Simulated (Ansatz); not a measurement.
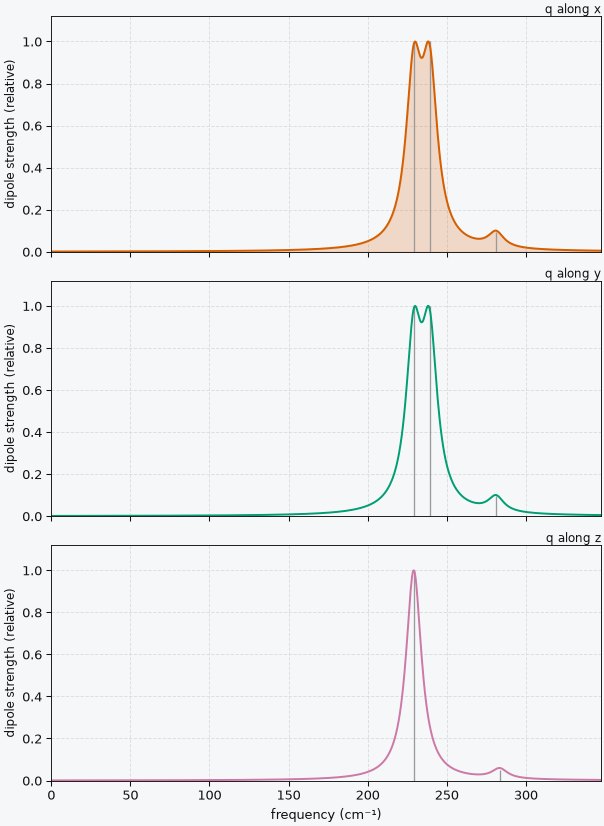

The figure shows the polar optical modes, transverse and longitudinal, for each direction of approach to the zone centre for Te₂Mo, space group P6_3/mmc (No. 194). Lines are broadened by Lorentzians of 12 cm⁻¹ full width; each panel is scaled to its strongest line.

Starting cell:
```xyz
6
Lattice="3.5566 0.0000 0.0000 -1.7783 3.0801 0.0000 0.0000 0.0000 15.3429" Properties=species:S:1:pos:R:3 pbc="T T T"
Te    0.0000    2.0534    9.6991
Te    1.7783    1.0267    2.0276
Te    0.0000    2.0534   13.3153
Te    1.7783    1.0267    5.6439
Mo    0.0000    2.0534    3.8357
Mo    1.7783    1.0267   11.5072
```

How it was computed, with Ansatz 0.2.0: optical phonons of an insulator on the approach to the zone centre along x, y and z with the field of polar modes, imaginary frequencies are negative, field response on a mesh refined by the program; plane waves with PAW datasets. Level: PBE, no spin polarisation.

```csv
setting,value
wave cutoff,420 eV
k mesh,12×12×2
occupations,fixed
pressure,0 GPa
```

Where do the polar lines stronger than 2 % of the strongest lie for each direction?

Answer. Along x the polar lines lie at 229.1, 239.1, 281.1 cm⁻¹; along y the polar lines lie at 229.1, 239.1, 281.1 cm⁻¹; along z the polar lines lie at 229.1, 283.4 cm⁻¹.

Keep in mind: weakly bound, no dispersion correction.

The computed values:

```json
{"at": "x", "frequency (cm⁻¹)": "10.6", "degeneracy": "2", "dipole strength ((D/Å)²/amu)": "0"}
{"at": "x", "frequency (cm⁻¹)": "10.9", "degeneracy": "1", "dipole strength ((D/Å)²/amu)": "0"}
{"at": "x", "frequency (cm⁻¹)": "113.9", "degeneracy": "2", "dipole strength ((D/Å)²/amu)": "0"}
{"at": "x", "frequency (cm⁻¹)": "114.2", "degeneracy": "2", "dipole strength ((D/Å)²/amu)": "0"}
{"at": "x", "frequency (cm⁻¹)": "167.7", "degeneracy": "1", "dipole strength ((D/Å)²/amu)": "0"}
{"at": "x", "frequency (cm⁻¹)": "167.8", "degeneracy": "1", "dipole strength ((D/Å)²/amu)": "0"}
{"at": "x", "frequency (cm⁻¹)": "229.1", "degeneracy": "1", "dipole strength ((D/Å)²/amu)": "6.7"}
{"at": "x", "frequency (cm⁻¹)": "229.2", "degeneracy": "2", "dipole strength ((D/Å)²/amu)": "0"}
{"at": "x", "frequency (cm⁻¹)": "239.1", "degeneracy": "1", "dipole strength ((D/Å)²/amu)": "6.7"}
{"at": "x", "frequency (cm⁻¹)": "281.1", "degeneracy": "1", "dipole strength ((D/Å)²/amu)": "0.641"}
{"at": "x", "frequency (cm⁻¹)": "283.4", "degeneracy": "1", "dipole strength ((D/Å)²/amu)": "0"}
{"at": "y", "frequency (cm⁻¹)": "10.6", "degeneracy": "2", "dipole strength ((D/Å)²/amu)": "0"}
{"at": "y", "frequency (cm⁻¹)": "10.9", "degeneracy": "1", "dipole strength ((D/Å)²/amu)": "0"}
{"at": "y", "frequency (cm⁻¹)": "113.9", "degeneracy": "2", "dipole strength ((D/Å)²/amu)": "0"}
{"at": "y", "frequency (cm⁻¹)": "114.2", "degeneracy": "2", "dipole strength ((D/Å)²/amu)": "0"}
{"at": "y", "frequency (cm⁻¹)": "167.7", "degeneracy": "1", "dipole strength ((D/Å)²/amu)": "0"}
{"at": "y", "frequency (cm⁻¹)": "167.8", "degeneracy": "1", "dipole strength ((D/Å)²/amu)": "0"}
{"at": "y", "frequency (cm⁻¹)": "229.1", "degeneracy": "1", "dipole strength ((D/Å)²/amu)": "6.7"}
{"at": "y", "frequency (cm⁻¹)": "229.2", "degeneracy": "2", "dipole strength ((D/Å)²/amu)": "0"}
{"at": "y", "frequency (cm⁻¹)": "239.1", "degeneracy": "1", "dipole strength ((D/Å)²/amu)": "6.7"}
{"at": "y", "frequency (cm⁻¹)": "281.1", "degeneracy": "1", "dipole strength ((D/Å)²/amu)": "0.641"}
{"at": "y", "frequency (cm⁻¹)": "283.4", "degeneracy": "1", "dipole strength ((D/Å)²/amu)": "0"}
{"at": "z", "frequency (cm⁻¹)": "10.6", "degeneracy": "2", "dipole strength ((D/Å)²/amu)": "0"}
{"at": "z", "frequency (cm⁻¹)": "10.9", "degeneracy": "1", "dipole strength ((D/Å)²/amu)": "0"}
{"at": "z", "frequency (cm⁻¹)": "113.9", "degeneracy": "2", "dipole strength ((D/Å)²/amu)": "0"}
{"at": "z", "frequency (cm⁻¹)": "114.2", "degeneracy": "2", "dipole strength ((D/Å)²/amu)": "0"}
{"at": "z", "frequency (cm⁻¹)": "167.7", "degeneracy": "1", "dipole strength ((D/Å)²/amu)": "0"}
{"at": "z", "frequency (cm⁻¹)": "167.8", "degeneracy": "1", "dipole strength ((D/Å)²/amu)": "0"}
{"at": "z", "frequency (cm⁻¹)": "229.1", "degeneracy": "2", "dipole strength ((D/Å)²/amu)": "13.4"}
{"at": "z", "frequency (cm⁻¹)": "229.2", "degeneracy": "2", "dipole strength ((D/Å)²/amu)": "0"}
{"at": "z", "frequency (cm⁻¹)": "283.4", "degeneracy": "1", "dipole strength ((D/Å)²/amu)": "0.641"}
{"at": "z", "frequency (cm⁻¹)": "283.4", "degeneracy": "1", "dipole strength ((D/Å)²/amu)": "0"}
```
